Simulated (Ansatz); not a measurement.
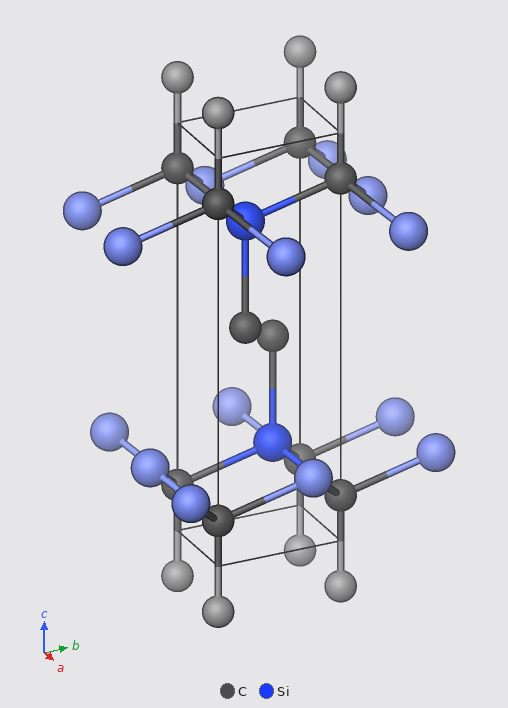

Ball-and-stick representation of a periodic structure, projected slightly off an axis. Atoms at the boundary of the conventional unit cell (the box) are drawn once for each face, edge or corner they touch. Neighbours across the faces are drawn wherever a bond reaches them, in fainter colours.

SiC$_{2}$, space group P-3m1 (No. 164), a = 2.938 Å, b = 2.938 Å, c = 7.226 Å, α = 90.00°, β = 90.00°, γ = 120.00°. Starting structure: a structure type filled with these elements by a generator (whether the compound takes this form wasn't checked). Earlier steps of the study may have refined or changed the cell and positions. It was the input of a calculation with Ansatz.

This one geometry was computed with Ansatz (DFT, plane waves, PAW) at four levels of theory: r2SCAN, PBE0, HSE06 and PBE. It was relaxed beforehand with r2SCAN.

**Which level gives the highest pressure at this volume, and what does that say about its equilibrium volume?**

Highest: PBE (3.2 GPa), which points to the largest equilibrium volume. Lowest, with the smallest volume: PBE0 (-2.7 GPa) and HSE06 (-2.5 GPa). Levels within 0.5 GPa of each other can't be told apart.

**How does the band gap change with the level of theory?**

PBE: a gap of 1.59 eV, indirect; r2SCAN: a gap of 1.79 eV, indirect; HSE06: a gap of 2.54 eV, indirect; PBE0: a gap of 3.27 eV, indirect.

**Collect the results in a table.**

| level | cutoff (eV) | k-mesh of the run's cell | gap (eV) | pressure (GPa) |
| --- | --- | --- | --- | --- |
| r2SCAN | 500 | 12×12×4 | 1.79 | 0.0 |
| PBE0 | 420 | 6×6×2 | 3.27 | -2.7 |
| HSE06 | 420 | 6×6×2 | 2.54 | -2.5 |
| PBE | 420 | 12×12×4 | 1.59 | 3.2 |

Gaps are taken on the k-mesh or band path of each run.
